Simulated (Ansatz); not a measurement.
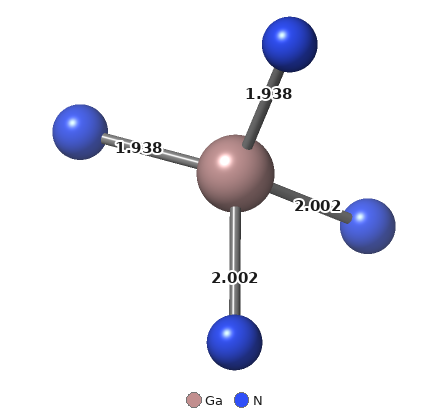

The surroundings of site Ga1 (at 0.679, 0.679, 0.000) in GaN in space group P4_2/mnm, with bond lengths in Å.

The cell is taken from the geometry relaxed with DFT PBE, scalar-relativistic, plane waves, PAW (Ansatz 0.2.0); the starting structure was generated, so it need not be a known form of this composition.

```
CELL_PARAMETERS angstrom
5.53501 0.00000 0.00000
0.00000 5.53501 0.00000
0.00000 0.00000 3.21407
ATOMIC_POSITIONS crystal
Ga 0.67942 0.67942 0.00000
Ga 0.17942 0.82058 0.50000
Ga 0.82058 0.17942 0.50000
Ga 0.32058 0.32058 0.00000
N 0.81780 0.81780 0.50000
N 0.18220 0.18220 0.50000
N 0.68220 0.31780 0.00000
N 0.31780 0.68220 0.00000
```

Bond valence s = exp((R0 − d)/b), R0 fitted to published crystal structures with b = 0.37 Å; R0 in Å: Ga3+–N 1.897.

Q: Calculate the bond-valence sum of Ga1 from the bonds drawn.

A: 2 × 0.895 + 2 × 0.753 = 3.30 v.u., against a formal valence of 3: overbonded (bonds short for this ion) by 0.30.

Q: And over the whole structure?

A:
```json
{"site": "Ga1", "x, y, z": "0.679, 0.679, 0.000", "formal valence": "+3", "bond-valence sum": "3.36", "difference": "0.36"}
{"site": "N1", "x, y, z": "0.818, 0.818, 0.500", "formal valence": "−3", "bond-valence sum": "3.36", "difference": "0.36"}
```

These sums include all anions within 5 Å. The global instability index (root mean square of the differences over all atoms) is 0.36 v.u.: above 0.2, which by the usual rule of thumb marks a strained structure. Cells relaxed with PBE tend to have slightly long bonds, which lowers the sums.
